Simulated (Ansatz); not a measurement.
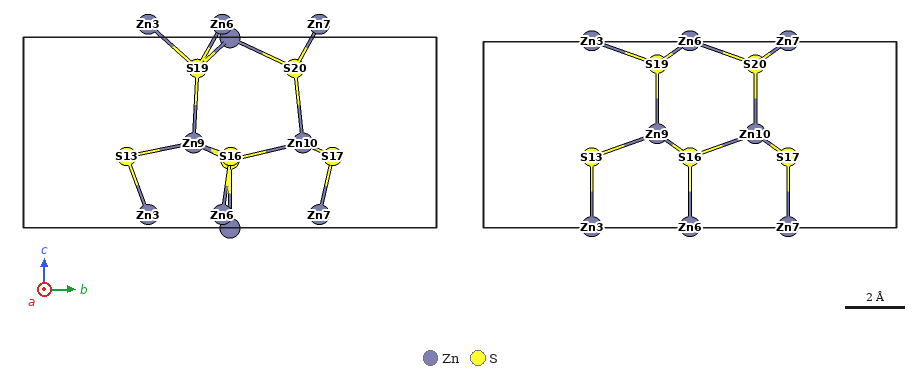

Two geometries of a wire of composition ZnS, drawn at one scale. One is the start of a relaxation, the other its converged end. A ball-and-stick model of the cell of the calculation, with the vacuum cut short, seen along the a axis.

Theory: Ansatz, DFT PBE, scalar-relativistic, plane waves, PAW. Set-up: plane-wave cutoff 420 eV; k-point mesh 1 × 1 × 5; occupations gaussian; smearing width 0.05 eV; collinear spin; cell relaxed at fixed a, b, alpha, beta, gamma; force threshold 0.02 eV/Å; at most 45 steps.

Which of the two is the end point?

The left one is the relaxed one. Case: wire along [0 0 1], 20 atoms a period. The energy falls by 5.589 eV per cell of the calculation in 8 accepted moves (9 points after the start). Largest force component: 1.7 eV/Å at the start, 0.0068 eV/Å at the end. At 1 point the geometry stayed and the basis and grid were re-selected for the new cell (energy shift of 3.5 meV per cell of the calculation at most each time). The largest moves relative to the centre of the atoms, 0.69 Å, are those of Zn atoms. Largest moves by element: Zn 0.69 Å, S 0.28 Å. Along the periodic axis the drawn cell goes c 6.305 → 6.455 Å (+2.4 %). Near-neighbour distances that change, for instance: S–Zn 2.362 → 2.103 Å, S–Zn 2.357 → 2.537 Å, S–Zn 2.357 → 2.245 Å, S–Zn 2.357 → 2.433 Å. Bond angles that change, for instance: S–Zn–S 109.6° → 152.0°, Zn–S–Zn 109.3° → 80.6°, Zn–S–Zn 109.6° → 81.3°. The program noted that the starting moments weren't kept.
